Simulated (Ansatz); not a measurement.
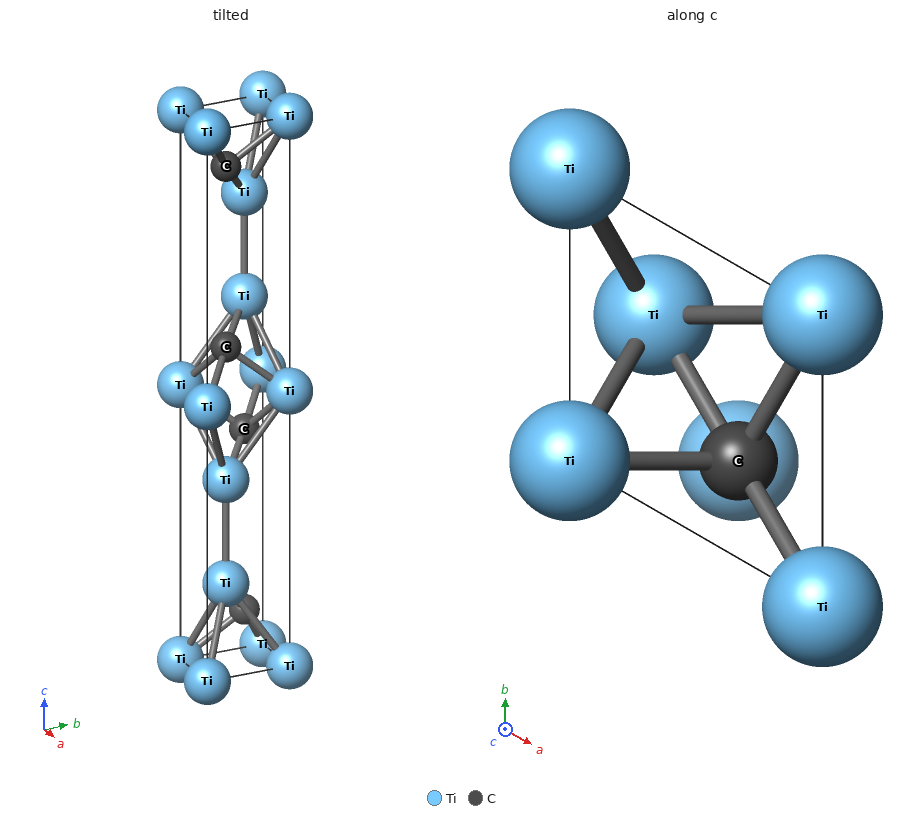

View slightly off an axis and along the c axis, drawn as a ball-and-stick model. The conventional unit cell is drawn as a box. Cell: a = 3.07 Å, b = 3.07 Å, c = 15.15 Å, α = 90.00°, β = 90.00°, γ = 120.00°.

The initial geometry was a structure listed in the Materials Project. Earlier steps of the study may have refined or changed the cell and positions. It was the input of a calculation with Ansatz.

> In words:

Chemical formula Ti3C2. It is primitive hexagonal, space group P6_3/mmc (No. 194). Cell content: 6 Ti, 4 C, that is 2 formula units. With all contacts inside bonding distance counted, the coordination numbers are Ti 7 to 12 (mean 8.7) and C 6. Not all metal-metal contacts are counted.

Level of theory: DFT r2SCAN, scalar-relativistic, plane waves, PAW (Ansatz 0.2.0). Settings were E_cut = 500 eV, a 12×12×4 grid in reciprocal space, Gaussian smearing of 0.1 eV, no spin polarisation.

> Is the electronic structure metallic or gapped?

A metal: bands cross the Fermi level.

> What charge does Bader's analysis assign to each element?

Ti +1.15 to +1.73 e; C -2.02 e.

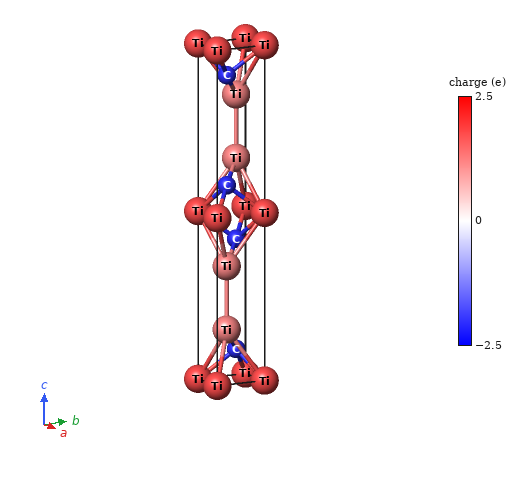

The atoms coloured by those charges. The run's cell of 10 atoms is drawn.

> Has the structure come to rest?

No. The largest force is 0.06 eV/Å, on Ti. The pressure is -1.4 GPa, so the cell would contract.
